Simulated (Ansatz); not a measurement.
Structure data:

```cif
data_structure
_symmetry_space_group_name_H-M 'P 63/m m c'
_symmetry_Int_Tables_number 194
_cell_length_a 3.2793
_cell_length_b 3.2793
_cell_length_c 12.6033
_cell_angle_alpha 90.000
_cell_angle_beta 90.000
_cell_angle_gamma 120.000
_cell_volume 117.38
loop_
_atom_site_label
_atom_site_type_symbol
_atom_site_symmetry_multiplicity
_atom_site_Wyckoff_symbol
_atom_site_fract_x
_atom_site_fract_y
_atom_site_fract_z
_atom_site_occupancy
W1 W 2 d 0.66667 0.33333 0.25000 1
Se1 Se 4 f 0.33333 0.66667 0.38217 1
```

Before looking at a picture, describe the arrangement of atoms.

Answer. The structure is one of WSe₂. Within 0.01 Å the space group is P6_3/mmc (No. 194), primitive hexagonal: 2H molybdenite (MoS₂) type. Counting shared atoms by their share gives 2 W, 4 Se, or 6 atoms. W bonds to six Se in a trigonal prismatic arrangement at 2.52 Å. Se bonds to three W in a trigonal pyramidal arrangement at 2.52 Å. Not all metal-metal contacts are counted. The bonds build WSe2 layers parallel to (001).

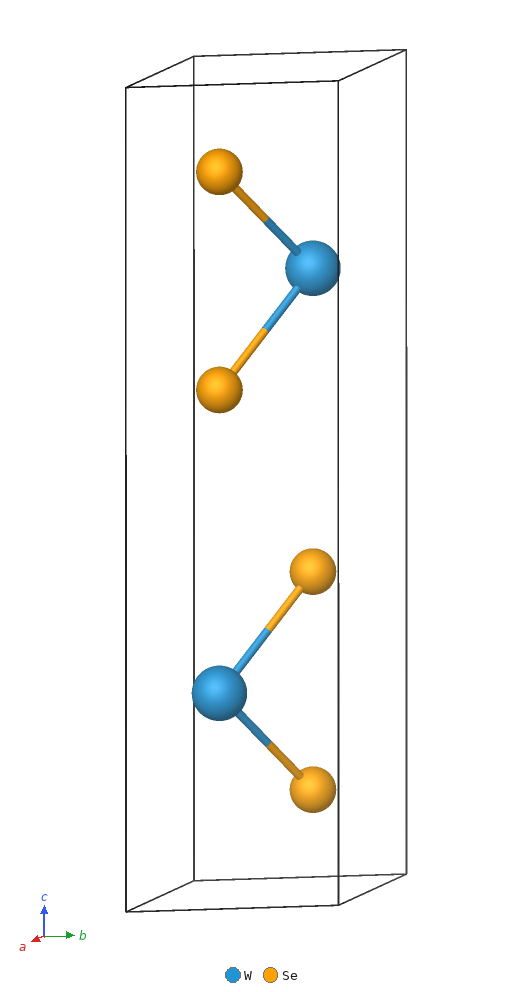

The image is a ball-and-stick drawing of a crystal, viewed slightly off an axis. The lines enclose the unit cell; boundary atoms appear with their images. Colours: tungsten blue, selenium orange.

Starting structure: a structure listed in the Materials Project. The cell was then strained or its atoms displaced on purpose. It was the input of a calculation with Ansatz.
